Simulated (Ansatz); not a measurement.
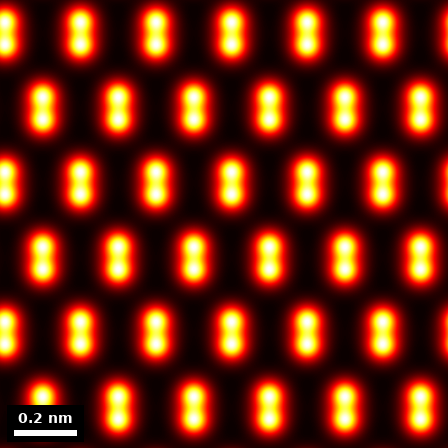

iDPC-like image of W. Simulated as the projected potential of neutral atoms (B = 0.8 Å²) blurred by a 0.50 Å probe, the thin-sample limit of integrated differential phase contrast.

**Measure the repeat of the pattern.**

The pattern repeats on a centred rectangular net of 2.4 × 4.8 Å.

**What is the plane group of the image?**

c2mm: perpendicular mirror lines on a centred net, with further twofold points between them.

**How many columns does the smallest repeating cell hold, and how many levels of brightness?**

2 columns in the primitive cell of 5.7 Å², all of one brightness.

The crystal is W (P6_3/mmc, No. 194) seen along [101]. Atomic positions: coordinates from a relaxation at fixed volume with DFT r2SCAN, scalar-relativistic, plane waves, PAW (Ansatz 0.2.0); the starting structure was generated, so it need not be a known form of this composition.
